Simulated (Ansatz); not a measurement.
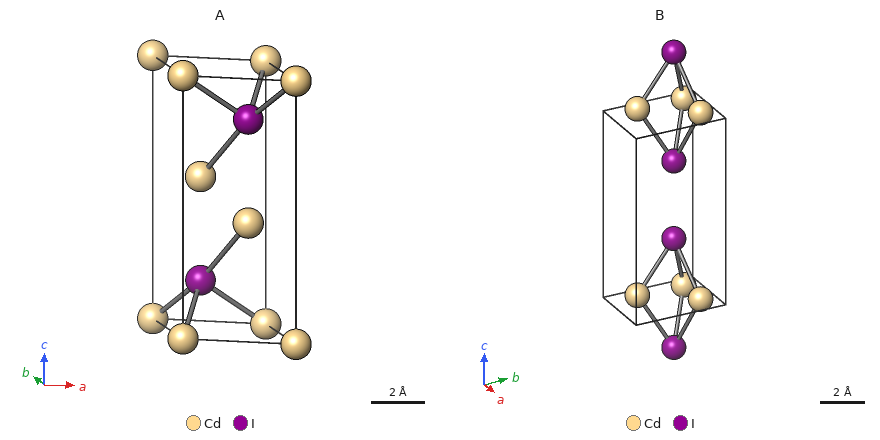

Two structures of Cd3I2, each relaxed to rest (conventional cells in solid outline, small ones repeated, not to one scale). Method: Ansatz 0.2.0, DFT PBE, scalar-relativistic, plane waves, PAW, without spin polarisation.

Question: Which structures are these?

Answer: A: 5 atoms a cell on a primitive hexagonal lattice, P-3m1. B: 5 atoms a cell on a primitive hexagonal lattice, P-6m2.

Question: Which has the lower energy, and by how much?

Answer: A is lower, by 140 meV/atom at this level of theory (energies at zero smearing). Volumes: A 34.4, B 52.9 Å³/atom.

One or both may be structure types tried for this composition rather than known phases.
